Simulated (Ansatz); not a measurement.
## Ti12Si: a changed input and its effect

System: Ti12Si (slab, 13 atoms in the cell).
Method of run A: DFT PBE+D3(BJ), scalar-relativistic, plane waves, PAW, PAW set soft_1, no spin polarisation (Ansatz 0.2.0).

The structure derives from an entry of the Crystallography Open Database. Text and figures count atoms from 1; the logs count them from 0 in places.

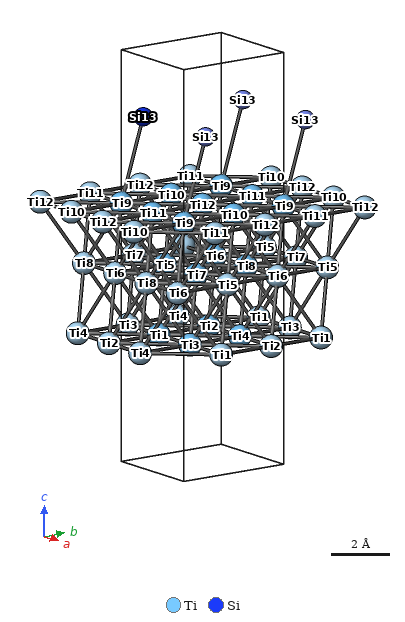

Fig. 1: The input geometry (ball-and-stick view of the cell of the calculation, with the vacuum cut short, seen slightly off an axis; neighbours outside the cell are drawn fainter; atoms are numbered from 1 in the order of the input). An atom can appear more than once, as a periodic image.

### Input, run A
```yaml
crystal:
  lattice:
    - [5.7099611372, 0.0, 0.0]
    - [-2.8549805686, 4.9449713995, 0.0]
    - [0.0, 0.0, 21.4932633465]
  atoms:
    - { symbol: Ti, position: [0.3333333333, 0.1666666667, 0.1861048244] }
    - { symbol: Ti, position: [0.3333333333, 0.6666666667, 0.1861048244] }
    - { symbol: Ti, position: [0.8333333333, 0.1666666667, 0.1861048244] }
    - { symbol: Ti, position: [0.8333333333, 0.6666666667, 0.1861048244] }
    - { symbol: Ti, position: [0.1666666667, 0.3333333333, 0.2907832195] }
    - { symbol: Ti, position: [0.1666666667, 0.8333333333, 0.2907832195] }
    - { symbol: Ti, position: [0.6666666667, 0.3333333333, 0.2907832195] }
    - { symbol: Ti, position: [0.6666666667, 0.8333333333, 0.2907832195] }
    - { symbol: Ti, position: [0.0, 0.0, 0.3951593208] }
    - { symbol: Ti, position: [0.0, 0.5, 0.3951593208] }
    - { symbol: Ti, position: [0.5, 0.0, 0.3951593208] }
    - { symbol: Ti, position: [0.5, 0.5, 0.3951593208] }
    - { symbol: Si, position: [0.0833333333, 0.1666666667, 0.5347379391] }
basis:
  ecutwfc: 420
kpoints:
  mp_grid: { grid: [6, 6, 1] }
hamiltonian:
  xc: pbe
  pseudopotentials: { kind: paw, azcp: { folder: soft_1 } }
  dispersion: d3bj
scf:
  occupations: { method: gaussian, width: 0.1 }
output:
  forces: true
  eigenvalues: true
efield:
  axis: 3
  dipole_correction: true
  ramp_width: 0.04
```

Command:
```bash
ansatz run input.yaml --threads 2 --pin off --max-ram 6144MiB --backend cpu --events-out ev --progress --plain --runs-dir out
```

Hardware: 2 threads of Arm Neoverse V1, 24 GiB of memory available, shared host.

### Output, shortened to warnings, some set-up lines, iterations and results (run A)
```
Basis set: ecut = 420 eV, 11903 PW (Γ), exchange–correlation on 80×80×288 points (8 copies of the dense FFT grid, shifted against one another)
Symmetry: 2 space group operations
k-points: 13 of 36 (time reversal used)
Initial density: superposition of atomic densities (neutral atoms: chi_scale 0, normalization atom)
[...]
SCF iter   1: F=—  HF=-30644.827669 eV  |F-HF|=—  |Δ(HF+E_count)|=         —  Δρ=5.82e-2  dr2=2.57e2  ethr=3.10e-3  p=0.000 e·Å  D=5.26e-7 V/Å  ΔV_dip=-0.00 eV  …
SCF iter   2: F=—  HF=-30638.236108 eV  |F-HF|=—  |Δ(HF+E_count)|=    6.59e0  Δρ=4.51e-2  dr2=1.77e2  ethr=3.10e-3  p=0.434 e·Å  D=1.29e-1 V/Å  ΔV_dip=-2.78 eV  …
SCF iter   3: F=—  HF=-30628.081096 eV  |F-HF|=—  |Δ(HF+E_count)|=    1.02e1  Δρ=9.52e-3  dr2=1.13e0  ethr=3.10e-3  p=0.153 e·Å  D=4.56e-2 V/Å  ΔV_dip=-0.98 eV  …
SCF iter   4: F=—  HF=-30628.103174 eV  |F-HF|=—  |Δ(HF+E_count)|=   2.21e-2  Δρ=3.63e-3  dr2=2.41e-1  ethr=7.67e-4  p=0.084 e·Å  D=2.51e-2 V/Å  ΔV_dip=-0.54 eV  …
SCF iter   5: F=—  HF=-30628.124285 eV  |F-HF|=—  |Δ(HF+E_count)|=   2.11e-2  Δρ=2.25e-3  dr2=6.71e-2  ethr=1.63e-4  p=0.047 e·Å  D=1.40e-2 V/Å  ΔV_dip=-0.30 eV  …
SCF iter   6: F=—  HF=-30628.120235 eV  |F-HF|=—  |Δ(HF+E_count)|=   4.05e-3  Δρ=6.71e-4  dr2=1.11e-2  ethr=4.54e-5  p=0.027 e·Å  D=8.15e-3 V/Å  ΔV_dip=-0.18 eV  …
SCF iter   7: F=—  HF=-30628.120564 eV  |F-HF|=—  |Δ(HF+E_count)|=   3.29e-4  Δρ=3.87e-4  dr2=1.96e-3  ethr=7.49e-6  p=0.016 e·Å  D=4.79e-3 V/Å  ΔV_dip=-0.10 eV  …
SCF iter   8: F=—  HF=-30628.120497 eV  |F-HF|=—  |Δ(HF+E_count)|=   6.63e-5  Δρ=1.49e-4  dr2=9.50e-4  ethr=1.32e-6  p=0.013 e·Å  D=3.75e-3 V/Å  ΔV_dip=-0.08 eV  …
SCF iter   9: F=—  HF=-30628.120469 eV  |F-HF|=—  |Δ(HF+E_count)|=   2.83e-5  Δρ=4.58e-5  dr2=7.05e-5  ethr=6.42e-7  p=0.011 e·Å  D=3.31e-3 V/Å  ΔV_dip=-0.07 eV  …
SCF iter  10: F=—  HF=-30628.121142 eV  |F-HF|=—  |Δ(HF+E_count)|=   6.73e-4  Δρ=2.28e-5  dr2=1.93e-5  ethr=4.77e-8  p=0.010 e·Å  D=3.08e-3 V/Å  ΔV_dip=-0.07 eV  …
SCF iter  11: F=—  HF=-30628.121143 eV  |F-HF|=—  |Δ(HF+E_count)|=   1.49e-6  Δρ=1.10e-5  dr2=1.48e-6  ethr=1.30e-8  p=0.010 e·Å  D=3.00e-3 V/Å  ΔV_dip=-0.06 eV  …
SCF iter  12: F=—  HF=-30628.121144 eV  |F-HF|=—  |Δ(HF+E_count)|=   3.26e-7  Δρ=2.63e-6  dr2=1.35e-7  ethr=9.99e-10  p=0.010 e·Å  D=2.96e-3 V/Å  ΔV_dip=-0.06 eV  …
SCF iter  13: F=-30628.121144 eV  HF=-30628.121144 eV  |F-HF|=1.04e-9  |Δ(HF+E_count)|=   5.87e-8  Δρ=8.63e-7  dr2=1.05e-8  ethr=6.76e-11  p=0.010 e·Å  D=2.94e-3 V/Å  …
SCF 1 converged in 13 iterations: F = -30628.121144 eV  dr2 = 1.05e-8
SCF converged after 13 iterations
Free energy (F): -30628.121144 eV
Harris-Foulkes:  -30628.121144 eV  (|F-HF|=1.04e-9)
Internal energy: -30628.000836 eV  (E = F + TS)
E sigma→0 (E₀):  -30628.060990 eV
Entropy (-TS):   -0.120308 eV (-9.254 meV/atom)
Fermi energy:    1.994425 eV
Dipole field:    D = 0.002936 V/Å  (p = 0.009847 e·Å, saw-weighted, corrected)
Work function:   Φ+ = 4.5988 eV   Φ− = 4.6619 eV
Levels:          The Fermi level and band energies are counted from a zero that moves with the ramp; work functions are not
--- Per-component energies (eV) ---
  E_band       = -3517.179807
  E_kinetic    = 3419.067580
  E_local      = -125325.356060  (includes V_loc(G=0)·N_el)
  E_nonlocal   = 754.799942
  E_hartree    = 60757.311835
  E_xc         = -1443.780184
  E_vxc        = -1784.050115  (∫ρ·V_xc dr)
  E_paw        = -13021.700560  (= ΣΔE_a)
  E_vpaw       = -2096.828175  (= ΣTr[D̂ρ^β])
  E_aug_tail   = -0.000848  (compensation charges beyond the density's cutoff)
  E_efield     = 0.000014  (sawtooth field / dipole correction)
  E_vefield    = 0.589753  (∫n·V_field dr)
  E_ewald      = 44237.209052
  E_disp       = -5.551606  (pairwise vdW)
  E_smearing   = -0.120308  (= −TS)
  E_closure    = 0.000000  (closes the sum)
  Σ components = -30628.121144   (vs F -30628.121144, Δ=0.00e0)
--- Forces (eV/Å), atoms counted from 1 ---
  atom   1  Ti     0.00830146    -0.02214582     0.04972207
  atom   2  Ti     0.00000000     0.01251456     0.07170058
  atom   3  Ti    -0.00830146    -0.02214582     0.04972207
  atom   4  Ti     0.00000000     0.01473314     0.05016676
  atom   5  Ti     0.00000000     0.09413639    -0.28246769
  atom   6  Ti     0.04709336    -0.03436992    -0.22867879
  atom   7  Ti     0.00000000     0.01653514    -0.19987730
  atom   8  Ti    -0.04709336    -0.03436992    -0.22867879
  atom   9  Ti     0.00000000     0.33793019     0.97160658
  atom  10  Ti     0.26953372    -0.17731505     0.78149315
  atom  11  Ti     0.00000000     0.04995287     0.70994909
  atom  12  Ti    -0.26953372    -0.17731505     0.78149315
  atom  13  Si     0.00000000    -0.05814202    -2.52613107
  max |Σ_I F_I| component: 1.98e-5 eV/Å
```

For run B the input was changed thus:
```diff
-  ecutwfc: 420
+  ecutrho_ratio: 6
-  xc: pbe
+  xc: rpbe
```

Predict how the results change.

The total energies belong to different methods, so their difference says nothing on which is more stable or more accurate. The largest force goes from 2.527 to 3.276 eV/Å. The functional changes from PBE to RPBE. The number of SCF iterations is the same.

### Output, shortened to warnings, some set-up lines, iterations and results (run B)
```
Basis set: ecut = 420 eV, 11903 PW (Γ), exchange–correlation on 96×96×360 points (8 copies of the dense FFT grid, shifted against one another)
Symmetry: 2 space group operations
k-points: 13 of 36 (time reversal used)
Initial density: superposition of atomic densities (neutral atoms: chi_scale 0, normalization atom)
[...]
SCF iter   1: F=—  HF=-30732.383726 eV  |F-HF|=—  |Δ(HF+E_count)|=         —  Δρ=5.81e-2  dr2=2.56e2  ethr=3.10e-3  p=-0.000 e·Å  D=-1.43e-8 V/Å  ΔV_dip=0.00 eV  …
SCF iter   2: F=—  HF=-30724.800167 eV  |F-HF|=—  |Δ(HF+E_count)|=    7.58e0  Δρ=4.49e-2  dr2=1.72e2  ethr=3.10e-3  p=0.401 e·Å  D=1.20e-1 V/Å  ΔV_dip=-2.57 eV  …
SCF iter   3: F=—  HF=-30715.889187 eV  |F-HF|=—  |Δ(HF+E_count)|=    8.91e0  Δρ=9.50e-3  dr2=1.46e0  ethr=3.10e-3  p=0.153 e·Å  D=4.56e-2 V/Å  ΔV_dip=-0.98 eV  …
SCF iter   4: F=—  HF=-30715.954575 eV  |F-HF|=—  |Δ(HF+E_count)|=   6.54e-2  Δρ=3.69e-3  dr2=2.32e-1  ethr=9.89e-4  p=0.077 e·Å  D=2.30e-2 V/Å  ΔV_dip=-0.50 eV  …
SCF iter   5: F=—  HF=-30715.992479 eV  |F-HF|=—  |Δ(HF+E_count)|=   3.79e-2  Δρ=2.25e-3  dr2=6.58e-2  ethr=1.57e-4  p=0.039 e·Å  D=1.15e-2 V/Å  ΔV_dip=-0.25 eV  …
SCF iter   6: F=—  HF=-30715.991162 eV  |F-HF|=—  |Δ(HF+E_count)|=   1.32e-3  Δρ=6.24e-4  dr2=8.61e-3  ethr=4.44e-5  p=0.019 e·Å  D=5.74e-3 V/Å  ΔV_dip=-0.12 eV  …
SCF iter   7: F=—  HF=-30715.992070 eV  |F-HF|=—  |Δ(HF+E_count)|=   9.08e-4  Δρ=3.80e-4  dr2=2.78e-3  ethr=5.82e-6  p=0.006 e·Å  D=1.72e-3 V/Å  ΔV_dip=-0.04 eV  …
SCF iter   8: F=—  HF=-30715.992022 eV  |F-HF|=—  |Δ(HF+E_count)|=   4.83e-5  Δρ=1.37e-4  dr2=5.30e-4  ethr=1.88e-6  p=0.002 e·Å  D=5.03e-4 V/Å  ΔV_dip=-0.01 eV  …
SCF iter   9: F=—  HF=-30715.992056 eV  |F-HF|=—  |Δ(HF+E_count)|=   3.39e-5  Δρ=3.77e-5  dr2=3.16e-5  ethr=3.58e-7  p=0.000 e·Å  D=5.27e-6 V/Å  ΔV_dip=-0.00 eV  …
SCF iter  10: F=—  HF=-30715.992360 eV  |F-HF|=—  |Δ(HF+E_count)|=   3.04e-4  Δρ=2.06e-5  dr2=1.66e-5  ethr=2.14e-8  p=-0.001 e·Å  D=-2.29e-4 V/Å  ΔV_dip=0.00 eV  …
SCF iter  11: F=—  HF=-30715.992361 eV  |F-HF|=—  |Δ(HF+E_count)|=   1.34e-6  Δρ=1.12e-5  dr2=2.42e-6  ethr=1.12e-8  p=-0.001 e·Å  D=-3.11e-4 V/Å  ΔV_dip=0.01 eV  …
SCF iter  12: F=—  HF=-30715.992361 eV  |F-HF|=—  |Δ(HF+E_count)|=   2.45e-7  Δρ=3.05e-6  dr2=1.32e-7  ethr=1.63e-9  p=-0.001 e·Å  D=-3.52e-4 V/Å  ΔV_dip=0.01 eV  …
SCF iter  13: F=-30715.992361 eV  HF=-30715.992361 eV  |F-HF|=2.56e-9  |Δ(HF+E_count)|=   4.73e-8  Δρ=9.39e-7  dr2=9.01e-9  ethr=6.76e-11  p=-0.001 e·Å  D=-3.60e-4 V/Å  …
SCF 1 converged in 13 iterations: F = -30715.992361 eV  dr2 = 9.01e-9
SCF converged after 13 iterations
Free energy (F): -30715.992361 eV
Harris-Foulkes:  -30715.992361 eV  (|F-HF|=2.56e-9)
Internal energy: -30715.871221 eV  (E = F + TS)
E sigma→0 (E₀):  -30715.931791 eV
Entropy (-TS):   -0.121140 eV (-9.318 meV/atom)
Fermi energy:    2.076414 eV
Dipole field:    D = -0.000332 V/Å  (p = -0.001115 e·Å, saw-weighted, corrected)
Work function:   Φ+ = 4.5711 eV   Φ− = 4.5639 eV
Levels:          The Fermi level and band energies are counted from a zero that moves with the ramp; work functions are not
--- Per-component energies (eV) ---
  E_band       = -3513.708390
  E_kinetic    = 3420.031536
  E_local      = -125307.879280  (includes V_loc(G=0)·N_el)
  E_nonlocal   = 740.596193
  E_hartree    = 60754.264403
  E_xc         = -1447.585652
  E_vxc        = -1784.635229  (∫ρ·V_xc dr)
  E_paw        = -13074.252436  (= ΣΔE_a)
  E_vpaw       = -2090.256973  (= ΣTr[D̂ρ^β])
  E_aug_tail   = -0.000173  (compensation charges beyond the density's cutoff)
  E_efield     = 0.000000  (sawtooth field / dipole correction)
  E_vefield    = -0.066758  (∫n·V_field dr)
  E_ewald      = 44237.209052
  E_disp       = -37.603645  (pairwise vdW)
  E_core_change = -0.651220  (= ΣΔE_core)
  E_smearing   = -0.121140  (= −TS)
  E_closure    = -0.000000  (closes the sum)
  Σ components = -30715.992361   (vs F -30715.992361, Δ=0.00e0)
--- Forces (eV/Å), atoms counted from 1 ---
  atom   1  Ti     0.00740728    -0.02147120     1.26140987
  atom   2  Ti     0.00000000     0.01090273     1.28550239
  atom   3  Ti    -0.00740728    -0.02147120     1.26140987
  atom   4  Ti     0.00000000     0.01464416     1.26223054
  atom   5  Ti     0.00000000     0.09370991    -0.27210793
  atom   6  Ti     0.04779927    -0.03337716    -0.22117171
  atom   7  Ti     0.00000000     0.01543129    -0.19427908
  atom   8  Ti    -0.04779927    -0.03337716    -0.22117171
  atom   9  Ti     0.00000000     0.41465659     0.02583070
  atom  10  Ti     0.33629084    -0.24190746    -0.26209437
  atom  11  Ti     0.00000000     0.07247675    -0.38738703
  atom  12  Ti    -0.33629084    -0.24190746    -0.26209437
  atom  13  Si     0.00000000    -0.02831181    -3.27608569
  max |Σ_I F_I| component: 8.53e-6 eV/Å
```

### The two runs side by side

| quantity | run A | run B |
| --- | --- | --- |
| outcome | converged | converged |
| free energy per atom (eV) | −2356.0093 | −2362.7686 |
| energy per atom, smearing taken to zero (eV) | −2356.0047 | −2362.7640 |
| gap on the mesh (eV) | 0.00 | 0.00 |
| work function (eV) | 4.60 | – |
| largest force (eV/Å) | 2.527 | 3.276 |
| SCF iterations | 13 | 13 |
| irreducible k-points | 13 | 13 |
| plane waves at Γ | 11903 | 11903 |
| wall time (shared host) | 53 s | 54 s |
